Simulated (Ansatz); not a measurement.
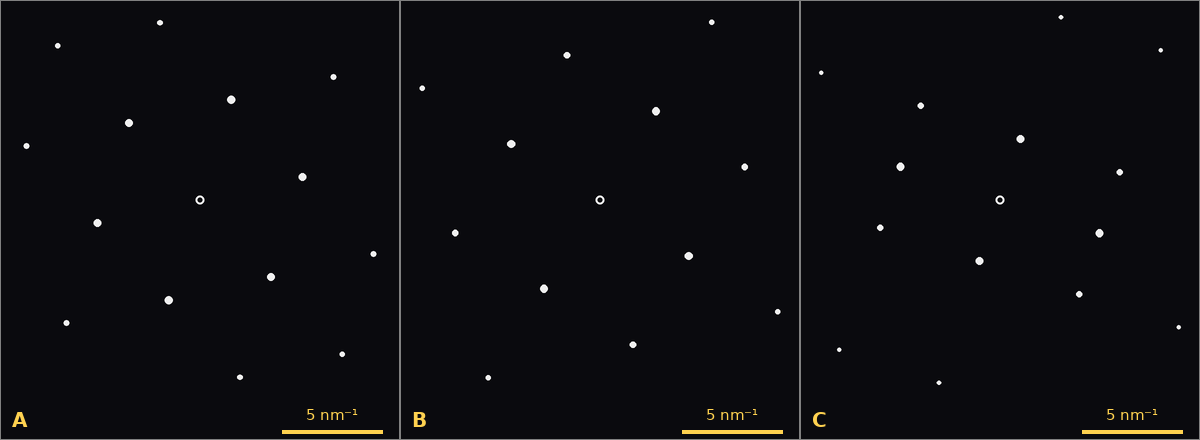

Simulated selected-area electron diffraction patterns (120 kV, kinematic approximation, thin crystal, B = 0.5 Å² for all atoms).

All three come from Ru, space group Fd-3m (No. 227), a = 5.39 Å. Structure: the input geometry of an electronic-structure calculation (not necessarily at equilibrium); the starting structure was generated, so it need not be a known form of this composition.

```cif
data_structure
_symmetry_space_group_name_H-M 'Fd-3m:1'
_symmetry_Int_Tables_number 227
_cell_length_a 5.3915
_cell_length_b 5.3915
_cell_length_c 5.3915
_cell_angle_alpha 90.000
_cell_angle_beta 90.000
_cell_angle_gamma 90.000
_cell_volume 156.73
loop_
_atom_site_label
_atom_site_type_symbol
_atom_site_symmetry_multiplicity
_atom_site_Wyckoff_symbol
_atom_site_fract_x
_atom_site_fract_y
_atom_site_fract_z
_atom_site_occupancy
Ru1 Ru 8 b 0.25000 0.25000 0.75000 1
```

Assign the zone axes [001], [111], [211] to A, B and C.

Answer. A is [111]: hexagonal net of -2 2 0 at d = 1.91 Å and -2 0 2 at d = 1.91 Å, at 60.0°. B is [001]: square net of 2 -2 0 at d = 1.91 Å and 2 2 0 at d = 1.91 Å, at 90.0°. C is [211]: rectangular net of -1 1 1 at d = 3.11 Å and 0 -2 2 at d = 1.91 Å, at 90.0°.
